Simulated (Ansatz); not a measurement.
## Mending a single-point calculation on C

System: C (P6₃/mmc, 8 atoms in the cell).
Method of run 1: DFT, PBE, plane waves, PAW (Ansatz 0.2.0).

The structure derives from an entry of the Crystallography Open Database. Text and figures count atoms from 1; the logs count them from 0 in places.

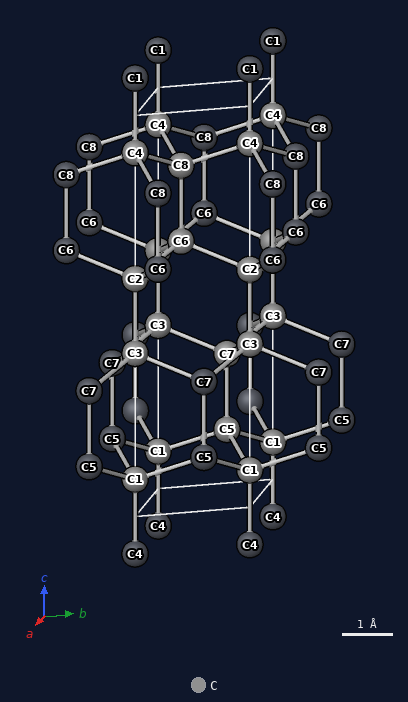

Figure 1. The input geometry (ball-and-stick view of the cell of the calculation, seen slightly off an axis; neighbours outside the cell are drawn fainter; atoms are numbered from 1 in the order of the input). An atom can appear more than once, as a periodic image.

### The input, run 1
```yaml
crystal:
  lattice:
    - [2.4424779367, 0.0, 0.0]
    - [-1.2212389683, 2.1152479414, 0.0]
    - [0.0, 0.0, 8.3045881819]
  atoms:
    - { symbol: Cx, position: [0.0, 0.0, 0.0929681641] }
    - { symbol: C, position: [0.0, 0.0, 0.5929681641] }
    - { symbol: C, position: [0.0, 0.0, 0.4070318359] }
    - { symbol: C, position: [0.0, 0.0, 0.9070318359] }
    - { symbol: C, position: [0.3333333333, 0.6666666667, 0.1555285626] }
    - { symbol: C, position: [0.6666666667, 0.3333333333, 0.6555285626] }
    - { symbol: C, position: [0.3333333333, 0.6666666667, 0.3444714374] }
    - { symbol: C, position: [0.6666666667, 0.3333333333, 0.8444714374] }
basis:
  ecutwfc: 420
kpoints:
  mp_grid: { grid: [12, 12, 4] }
hamiltonian:
  xc: pbe
scf:
  occupations: { method: gaussian, width: 0.05 }
  max_iter: 50
output:
  forces: true
  eigenvalues: true
  stress: true
```

Command:
```bash
ansatz run input.yaml --threads 2 --pin off --max-ram 5120MiB --backend cpu --events-out ev --progress --plain --runs-dir out
```

Hardware: 2 threads of Intel Xeon @ 2.50GHz (Skylake/Cascade Lake), 189 GiB of memory available, shared host.

### Output (run 1)
```
Error: YAML parse error: error: line 7 column 17: `Cx` is not an element symbol (H … Og, case-exact)
 --> <input>:7:17
  |
5 |     - [0.0, 0.0, 8.3045881819]
6 |   atoms:
7 |     - { symbol: Cx, position: [0.0, 0.0, 0.0929681641] }
  |                 ^ `Cx` is not an element symbol (H … Og, case-exact)
8 |     - { symbol: C, position: [0.0, 0.0, 0.5929681641] }
9 |     - { symbol: C, position: [0.0, 0.0, 0.4070318359] }
  |
```

Question: What should be changed in this input?

Answer: The input was spoiled on purpose: an unknown element (`crystal.atoms[0].symbol`). The program refused the input: “YAML parse error: error: line 7 column 17: `Cx` is not an element symbol (H … Og, case-exact) --> <input>:7:17 | 5 | - [0.0, 0.0, 8.3045881819] 6 | atoms: 7 | - { symbol: Cx, position: [0.0, 0.0, 0.0929681641] } | ^ `Cx` is not an element symbol (H … Og, case-exact) 8 | - { symbol: C, position: [0.0, 0.0, …”

A run of the same system that converges differs from this input as follows (lines with − go, lines with + come):
```diff
-    - { symbol: Cx, position: [0.0, 0.0, 0.0929681641] }
+    - { symbol: C, position: [0.0, 0.0, 0.0929681641] }
-  max_iter: 50
```

### Output, shortened to warnings, some set-up lines, iterations and results (run 2)
```
Basis set: ecut = 420 eV, 825 PW (Γ), exchange–correlation on 36×36×120 points (8 copies of the dense FFT grid, shifted against one another)
Symmetry: 24 space group operations
k-points: 57 of 576
Initial density: superposition of atomic densities (neutral atoms: chi_scale 0, normalization atom), corrected by the library's trained network
[...]
SCF iter   1: F=—  HF=-2006.042074 eV  |F-HF|=—  |Δ(HF+E_count)|=         —  Δρ=4.53e-3  dr2=5.87e-3  ethr=1.77e-3  ⟨swp⟩=5.8  Hψ=6794  notcnv=0  defer=18
SCF iter   2: F=—  HF=-2006.040810 eV  |F-HF|=—  |Δ(HF+E_count)|=   1.26e-3  Δρ=1.90e-3  dr2=6.22e-4  ethr=1.83e-5  ⟨swp⟩=2.2  Hψ=2635  notcnv=0  defer=57
SCF iter   3: F=—  HF=-2006.040923 eV  |F-HF|=—  |Δ(HF+E_count)|=   1.13e-4  Δρ=5.67e-4  dr2=5.61e-5  ethr=1.94e-6  ⟨swp⟩=2.4  Hψ=2022  notcnv=0  defer=21
SCF iter   4: F=—  HF=-2006.040978 eV  |F-HF|=—  |Δ(HF+E_count)|=   5.53e-5  Δρ=1.21e-4  dr2=1.31e-6  ethr=1.75e-7  ⟨swp⟩=2.3  Hψ=1983  notcnv=0  defer=21
SCF iter   5: F=-2006.040981 eV  HF=-2006.040981 eV  |F-HF|=4.02e-9  |Δ(HF+E_count)|=   2.58e-6  Δρ=7.46e-6  dr2=1.16e-8  ethr=4.09e-9  ⟨swp⟩=2.2  Hψ=2008  notcnv=0  defer=21
SCF iter   6: F=-2006.040981 eV  HF=-2006.040981 eV  |F-HF|=7.50e-10  |Δ(HF+E_count)|=   6.62e-9  Δρ=1.53e-6  dr2=3.57e-10  ethr=3.64e-11  ⟨swp⟩=5.6  Hψ=4927  notcnv=0
SCF 1 converged in 6 iterations: F = -2006.040981 eV  dr2 = 3.57e-10
SCF converged after 6 iterations
Free energy (F): -2006.040981 eV
Harris-Foulkes:  -2006.040981 eV  (|F-HF|=7.50e-10)
Internal energy: -2006.040981 eV  (E = F + TS)
E sigma→0 (E₀):  -2006.040981 eV
Fermi energy:    16.904934 eV
--- Per-component energies (eV) ---
  E_band       = 160.414323
  E_kinetic    = 754.004997
  E_local      = -475.786259  (includes V_loc(G=0)·N_el)
  E_nonlocal   = 216.361079
  E_hartree    = 105.045236
  E_xc         = -393.855872
  E_vxc        = -489.253373  (∫ρ·V_xc dr)
  E_paw        = -795.159500  (= ΣΔE_a)
  E_vpaw       = -55.002611  (= ΣTr[D̂ρ^β])
  E_aug_tail   = 0.000067  (compensation charges beyond the density's cutoff)
  E_ewald      = -1416.650729
  E_smearing   = -0.000000  (= −TS)
  E_closure    = 0.000000  (closes the sum)
  Σ components = -2006.040981   (vs F -2006.040981, Δ=0.00e0)
--- Forces (eV/Å), atoms counted from 1 ---
  atom   1  C      0.00000000    -0.00000000    -0.12432388
  atom   2  C     -0.00000000     0.00000000    -0.12432388
  atom   3  C      0.00000000    -0.00000000     0.12432388
  atom   4  C     -0.00000000     0.00000000     0.12432388
  atom   5  C     -0.00000000     0.00000000     0.19088828
  atom   6  C     -0.00000000    -0.00000000     0.19088828
  atom   7  C     -0.00000000     0.00000000    -0.19088828
  atom   8  C     -0.00000000    -0.00000000    -0.19088828
  max |Σ_I F_I| component: 1.85e-17 eV/Å
--- Stress (GPa, compression-positive) ---
       43.782222      -0.000000       0.000000
       -0.000000      43.782222       0.000000
        0.000000       0.000000       2.691456
  P = ⅓ Tr σ = 30.0853 GPa (300.853 kbar)
```

### The two runs side by side

| quantity | run 1 | run 2 |
| --- | --- | --- |
| outcome | refused | converged |
| free energy per atom (eV) | – | −250.7551 |
| gap on the mesh (eV) | – | 4.83 |
| pressure (GPa) | – | 30.09 |
| volume per atom (Å³) | – | 5.36 |
| largest force (eV/Å) | – | 0.191 |
| SCF iterations | – | 6 |
| irreducible k-points | – | 57 |
| plane waves at Γ | – | 825 |
